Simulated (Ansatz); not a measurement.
# Cu3O2: geometry relaxation (part 1 of 2)

System: Cu3O2 (5 atoms in the cell).
Method: DFT PBE, scalar-relativistic, plane waves, PAW, no spin polarisation (Ansatz 0.2.0).

The structure derives from a Materials Project entry. It belongs to a series of runs on one base structure; here: structure listed in a database for this formula (I4/mmm, No. 139).

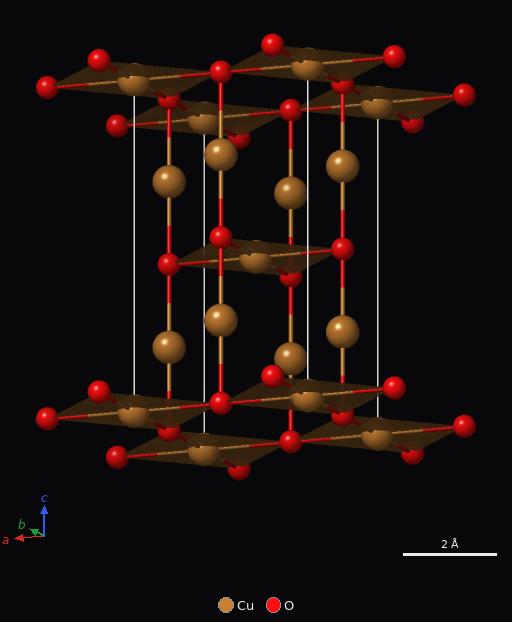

*The structure as given in the input (polyhedral view of the cell 2 times as large as that of the calculation, set on its symmetry axes, seen at an oblique angle; polyhedra are completed across the faces of the cell).*

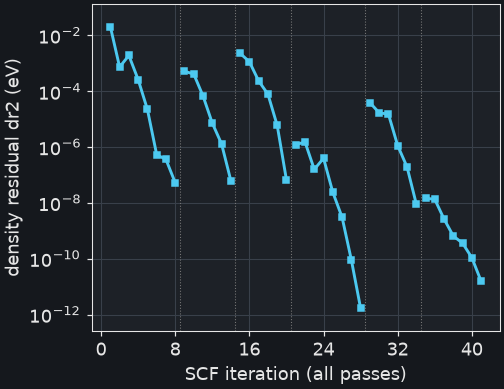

*Convergence of the self-consistent field: density residual dr2 against the SCF iteration. The dotted lines part the SCF passes of the relaxation: geometry steps, rejected trials and re-solves on a re-selected basis.*

The 6 passes take 6 to 8 iterations each, 41 in all.

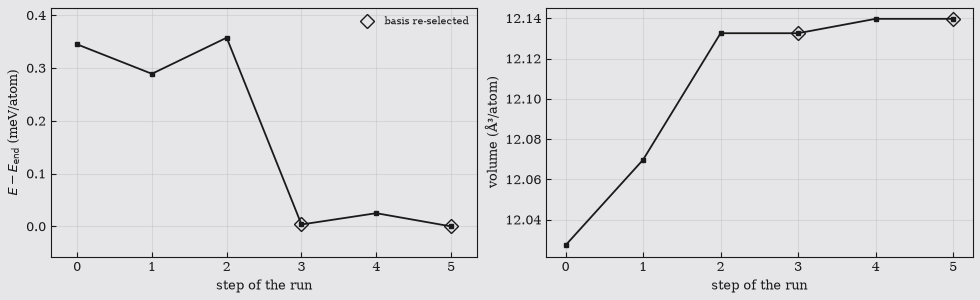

*Progress of the relaxation, step by step (the first geometry is step 0 here and step 1 in the log).*

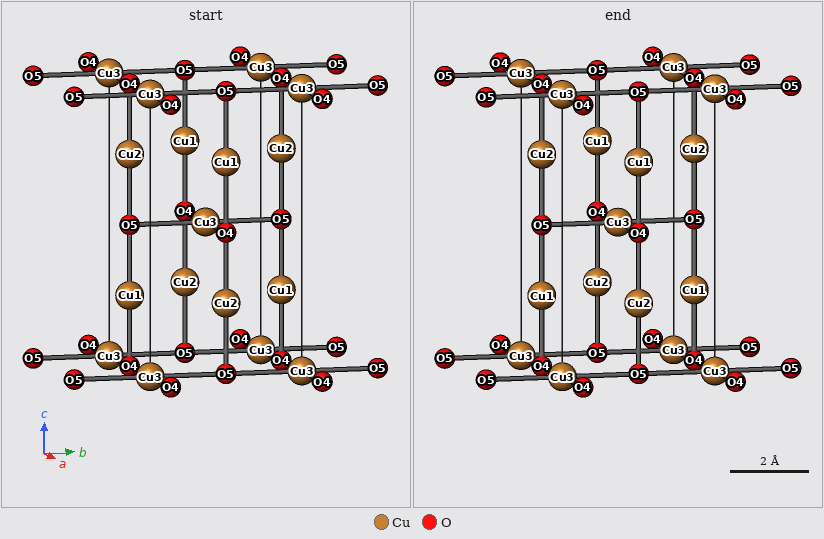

*Before (left) and after (right) the relaxation, at one scale (ball-and-stick view of the cell 2 times as large as that of the calculation, set on its symmetry axes, with bonded neighbours outside it, seen slightly off an axis).*

The atoms keep their places relative to the cell (all moves are under 0.005 Å). The volume changes by +0.9 %, with a = b 4.046 → 4.067 Å (+0.5 %), c 7.347 → 7.339 Å (−0.1 %). Among the contacts that change: Cu3–O4 2.023 → 2.033 Å. The space group stays I4/mmm (No. 139). The energy falls by 0.3 meV per atom in 3 geometry steps. All forces vanish by symmetry, so only the cell relaxes. The pressure goes from 0.71 to 0.01 GPa. The basis was re-selected once at an unchanged geometry, which shifts the energy a little without any move. The energy change given includes the shifts at the re-selections in mid-walk, which come without any move. A last SCF at the same geometry on a re-selected plane-wave basis shifts the energy by next to nothing (0.0 meV per atom). (Atoms are counted from 1 in the order of the input.)

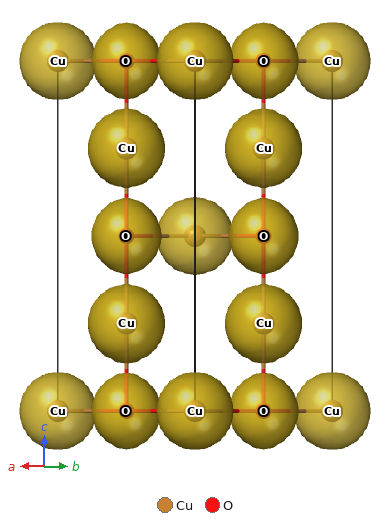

*Isosurface of the valence pseudo-density at 1 e/Å³ (yellow), seen along [110]. Sticks mark near contacts. The outline is the cell set on symmetry axes.*

At this value the density breaks into separate islands; it holds about 80 % of the electrons treated as valence (semicore included). It is pinched off along the Cu–O (1.83 Å) and Cu–O (2.03 Å) contacts. On the grid the lowest density along these lines, outside the cores, is 0.83 e/Å³ (Cu–O, 1.83 Å) and 0.52 e/Å³ (Cu–O, 2.03 Å). The fields are those of the smooth PAW valence density.

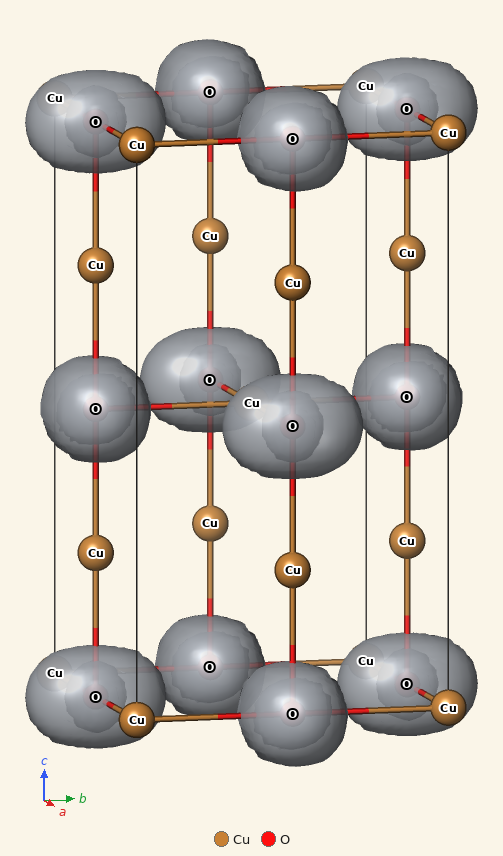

*Isosurface of the electron localisation function at 0.75 (grey), seen at an oblique angle. Core shells and regions of very low density are left out. Sticks mark near contacts. The outline is the cell set on symmetry axes.*

Profiles from the grid: Cu–O (1.83 Å): the ELF is about 0.20 at the midpoint; a polar contact without a shared pair, in a metal. Cu–O (2.03 Å): the ELF is about 0.20 at the midpoint (a polar contact without a shared pair, in a metal).

The input that produced these results follows, with the program's output.

The input
```yaml
crystal:
  lattice:
    - [-2.022982, 2.022982, 3.673617]
    - [2.022982, -2.022982, 3.673617]
    - [2.022982, 2.022982, -3.673617]
  atoms:
    - { symbol: Cu, position: [0.25, 0.75, 0.5] }
    - { symbol: Cu, position: [0.75, 0.25, 0.5] }
    - { symbol: Cu, position: [0.0, 0.0, 0.0] }
    - { symbol: O, position: [0.0, 0.5, 0.5] }
    - { symbol: O, position: [0.5, 0.0, 0.5] }
basis:
  ecutwfc: 420
kpoints:
  mp_grid: { grid: [14, 14, 14] }
hamiltonian:
  xc: pbe
scf:
  occupations: { method: gaussian, width: 0.1 }
output:
  forces: true
  stress: true
  eigenvalues: true
  write_density: true
  write_potential: true
  elf: true
  volumetric_format: npy
relax:
  adjacent_minimum: "off"
  f_tol: 0.01
  max_steps: 80
  cell: { stress_tol: 0.05 }
```

Launched with:
```bash
ansatz run input.yaml --threads 1 --pin off --max-ram 2560MiB --backend cpu --events-out ev --progress --plain --runs-dir out
```

Log
```
Engine: ansatz 0.2.0, x86_64-unknown-linux-gnu
Pseudopotentials: kind: paw
Pseudopotential: Cu, paw, valence charge 19, recommended cutoff 420 eV (normal), Cu.paw.azcp
Pseudopotential: O, paw, valence charge 6, recommended cutoff 420 eV (normal), O.paw.azcp
Functional definition: PBE
  parameter kappa = 0.804
  parameter beta = 0.06672455060314922
  exchange = pbe_x(kappa = kappa, mu = beta*pi^2/3)
  correlation = pbe_c(beta = beta)
Crystal: 5 atoms, lattice volume = 60.136 Å³
Basis set: ecut = 420 eV, 1209 PW (Γ), exchange–correlation on 64×64×64 points (8 copies of the dense FFT grid, shifted against one another)
Bands: 42, of which v1, the nominal top of the filled ones, is band 35 counted from 1 (34 counted from 0)
Symmetry: 16 space group operations
Space group: I4/mmm (ITA 139), of the structure as read, at distance tolerance 3.9e-5 Å
k-points: 244 of 2744
Non-local potential: Cu, projectors of the file, l = 0: 3, l = 1: 2, l = 2: 3, l = 3: 1
Non-local potential: O, projectors of the file, l = 0: 2, l = 1: 2, l = 2: 1
PAW form: soft (Blöchl's): semilocal exchange-correlation on the pseudo side does not see the compensation charge
PAW one-centre angular grid: Cu, 590 points (default); XC on 64 Gauss nodes
PAW one-centre angular grid: O, 110 points (default); XC on 64 Gauss nodes
Initial density: superposition of atomic densities (neutral atoms: chi_scale 0, normalization atom), corrected by the library's trained network
Initial wavefunctions: pseudopotential atomic-orbital guess
Functional: x = pbe(κ = 0.804, μ = 0.2195149727645171), c = pbe(β = 0.06672455060314922)
SCF iter   1: F=—  HF=-21006.984086 eV  |F-HF|=—  |Δ(HF+E_count)|=         —  Δρ=6.99e-3  dr2=2.07e-2  ethr=1.77e-3  ⟨swp⟩=5.6  Hψ=38498  notcnv=0  defer=112
preconditioner: auto → LDOS  [metal: Δε(μ)=0.001 eV  Ē_g=10.885 eV  σ=0.100 eV  W_gap=0.01  n_scr=22 (ndim 8)  ℏωp=32.1 eV  f_vac=0.087  D(μ)=2.20/eV (n_scr^D=14)  β→1.0]
SCF iter   2: F=—  HF=-21006.980748 eV  |F-HF|=—  |Δ(HF+E_count)|=   3.34e-3  Δρ=1.40e-3  dr2=7.39e-4  ethr=3.01e-5  ⟨swp⟩=2.0  Hψ=13261  notcnv=0  defer=135
SCF iter   3: F=—  HF=-21006.981125 eV  |F-HF|=—  |Δ(HF+E_count)|=   3.77e-4  Δρ=2.30e-3  dr2=1.91e-3  ethr=1.07e-6  ⟨swp⟩=2.0  Hψ=17877  notcnv=0  defer=135
SCF iter   4: F=—  HF=-21006.980828 eV  |F-HF|=—  |Δ(HF+E_count)|=   2.97e-4  Δρ=8.13e-4  dr2=2.62e-4  ethr=1.07e-6  ⟨swp⟩=2.0  Hψ=17868  notcnv=0  defer=135
SCF iter   5: F=—  HF=-21006.980747 eV  |F-HF|=—  |Δ(HF+E_count)|=   8.20e-5  Δρ=2.47e-4  dr2=2.23e-5  ethr=3.80e-7  ⟨swp⟩=2.0  Hψ=14660  notcnv=0  defer=135
SCF iter   6: F=—  HF=-21006.980737 eV  |F-HF|=—  |Δ(HF+E_count)|=   9.53e-6  Δρ=3.77e-5  dr2=5.34e-7  ethr=3.24e-8  ⟨swp⟩=2.1  Hψ=14976  notcnv=0  defer=135
SCF iter   7: F=—  HF=-21006.980737 eV  |F-HF|=—  |Δ(HF+E_count)|=   1.77e-7  Δρ=2.87e-5  dr2=3.60e-7  ethr=1.45e-10  ⟨swp⟩=12.1  Hψ=70688  notcnv=0
SCF iter   8: F=-21006.980737 eV  HF=-21006.980737 eV  |F-HF|=5.74e-8  |Δ(HF+E_count)|=   3.07e-8  Δρ=1.08e-5  dr2=5.30e-8  ethr=1.45e-10  ⟨swp⟩=6.1  Hψ=59676  notcnv=0
SCF 1 converged in 8 iterations: F = -21006.980737 eV  dr2 = 5.30e-8
  greatest PAW one-centre occupation: 1.000 electrons in one spin orbital (limit 2), on the Cu atom at site 2 (counted from 0), in its partial waves of l = 0
relax step   1: F+E_penalty+E_count = -21006.98073706 eV  Δ(F+E_penalty+E_count) = +0.000e0 eV  max|allowed force component| = 4.510e-18 eV/Å  Δτ_max = 0.0000 Å  P = +0.709 GPa  Ω = 60.136 Å³  (8 SCF iters, dr2 threshold 1.00e-7 eV, accepted)
Crystal: 5 atoms, lattice volume = 60.349 Å³
Initial density: handed on by an earlier stage of this run
Initial wavefunctions: those handed on with the density
iter 1 solved again at ethr=8.06e-7 eV; its pass at ethr=3.10e-3 eV (dr2=5.56e-4 eV) is discarded
SCF iter   1: F=—  HF=-21006.981091 eV  |F-HF|=—  |Δ(HF+E_count)|=         —  Δρ=1.08e-3  dr2=5.21e-4  ethr=8.06e-7  ⟨swp⟩=2.1  Hψ=41333  notcnv=0
preconditioner: auto → LDOS  [metal: Δε(μ)=0.003 eV  Ē_g=10.864 eV  σ=0.100 eV  W_gap=0.02  n_scr=22 (ndim 8)  ℏωp=32.1 eV  f_vac=0.088  D(μ)=2.18/eV (n_scr^D=14)  β→1.0]
SCF iter   2: F=—  HF=-21006.981121 eV  |F-HF|=—  |Δ(HF+E_count)|=   3.03e-5  Δρ=1.05e-3  dr2=4.12e-4  ethr=7.55e-7  ⟨swp⟩=2.0  Hψ=14824  notcnv=0
SCF iter   3: F=—  HF=-21006.981024 eV  |F-HF|=—  |Δ(HF+E_count)|=   9.68e-5  Δρ=3.69e-4  dr2=6.76e-5  ethr=5.97e-7  ⟨swp⟩=2.0  Hψ=13270  notcnv=0
SCF iter   4: F=—  HF=-21006.981016 eV  |F-HF|=—  |Δ(HF+E_count)|=   7.85e-6  Δρ=1.32e-4  dr2=7.20e-6  ethr=9.80e-8  ⟨swp⟩=1.6  Hψ=10433  notcnv=0
SCF iter   5: F=—  HF=-21006.981017 eV  |F-HF|=—  |Δ(HF+E_count)|=   2.47e-7  Δρ=6.07e-5  dr2=1.30e-6  ethr=1.04e-8  ⟨swp⟩=2.3  Hψ=13154  notcnv=0
SCF iter   6: F=-21006.981016 eV  HF=-21006.981016 eV  |F-HF|=5.69e-8  |Δ(HF+E_count)|=   1.00e-7  Δρ=1.22e-5  dr2=6.26e-8  ethr=7.25e-10  ⟨swp⟩=9.0  Hψ=74294  notcnv=0
SCF 2 converged in 6 iterations: F = -21006.981016 eV  dr2 = 6.26e-8
relax step   2: F+E_penalty+E_count = -21006.98101640 eV  Δ(F+E_penalty+E_count) = -2.793e-4 eV  max|allowed force component| = 4.857e-18 eV/Å  Δτ_max = 0.0000 Å  P = +0.357 GPa  Ω = 60.349 Å³  energy of the carried Pulay correction = -6.708e-4 eV  (6 SCF iters, dr2 threshold 5.00e-7 eV, accepted)
Crystal: 5 atoms, lattice volume = 60.663 Å³
Basis set: ecut = 420 eV, 1201 PW (Γ), exchange–correlation on 64×64×64 points (8 copies of the dense FFT grid, shifted against one another)
iter 1 solved again at ethr=3.45e-6 eV; its pass at ethr=3.10e-3 eV (dr2=2.38e-3 eV) is discarded
SCF iter   1: F=—  HF=-21006.980942 eV  |F-HF|=—  |Δ(HF+E_count)|=         —  Δρ=2.22e-3  dr2=2.29e-3  ethr=3.45e-6  ⟨swp⟩=2.1  Hψ=42757  notcnv=0
preconditioner: auto → LDOS  [metal: Δε(μ)=0.002 eV  Ē_g=10.839 eV  σ=0.100 eV  W_gap=0.01  n_scr=22 (ndim 8)  ℏωp=32.0 eV  f_vac=0.089  D(μ)=2.21/eV (n_scr^D=14)  β→1.0]
SCF iter   2: F=—  HF=-21006.980926 eV  |F-HF|=—  |Δ(HF+E_count)|=   1.54e-5  Δρ=1.73e-3  dr2=1.14e-3  ethr=3.32e-6  ⟨swp⟩=2.0  Hψ=14313  notcnv=0
SCF iter   3: F=—  HF=-21006.980687 eV  |F-HF|=—  |Δ(HF+E_count)|=   2.39e-4  Δρ=6.57e-4  dr2=2.34e-4  ethr=1.65e-6  ⟨swp⟩=2.0  Hψ=14547  notcnv=0
SCF iter   4: F=—  HF=-21006.980677 eV  |F-HF|=—  |Δ(HF+E_count)|=   9.58e-6  Δρ=4.10e-4  dr2=7.85e-5  ethr=3.39e-7  ⟨swp⟩=1.0  Hψ=10248  notcnv=0
SCF iter   5: F=—  HF=-21006.980674 eV  |F-HF|=—  |Δ(HF+E_count)|=   3.09e-6  Δρ=1.35e-4  dr2=6.00e-6  ethr=1.14e-7  ⟨swp⟩=2.1  Hψ=11489  notcnv=0
SCF iter   6: F=-21006.980674 eV  HF=-21006.980674 eV  |F-HF|=1.59e-7  |Δ(HF+E_count)|=   8.21e-8  Δρ=2.18e-5  dr2=6.63e-8  ethr=7.25e-10  ⟨swp⟩=6.9  Hψ=69336  notcnv=0
the search or the solves at the SCF's close seem to have found levels that the self-consistency loop had missed (the run counts 1). By its estimate they hold under 1e-12 electrons; where the run keeps them, the occupations were computed again with them
SCF 3 converged in 6 iterations: F = -21006.980674 eV  dr2 = 6.63e-8
relax step   3: F+E_penalty+E_count = -21006.98067448 eV  Δ(F+E_penalty+E_count) = +3.419e-4 eV  max|allowed force component| = 2.776e-18 eV/Å  Δτ_max = 0.0000 Å  P = -0.005 GPa  Ω = 60.663 Å³  energy of the carried Pulay correction = -1.693e-3 eV  (6 SCF iters, dr2 threshold 5.00e-7 eV, accepted)
Initial wavefunctions: pseudopotential atomic-orbital guess (no wavefunctions were taken with the density)
iter 1 solved again at ethr=6.77e-8 eV; its pass at ethr=3.10e-3 eV (dr2=4.67e-5 eV) is discarded
```
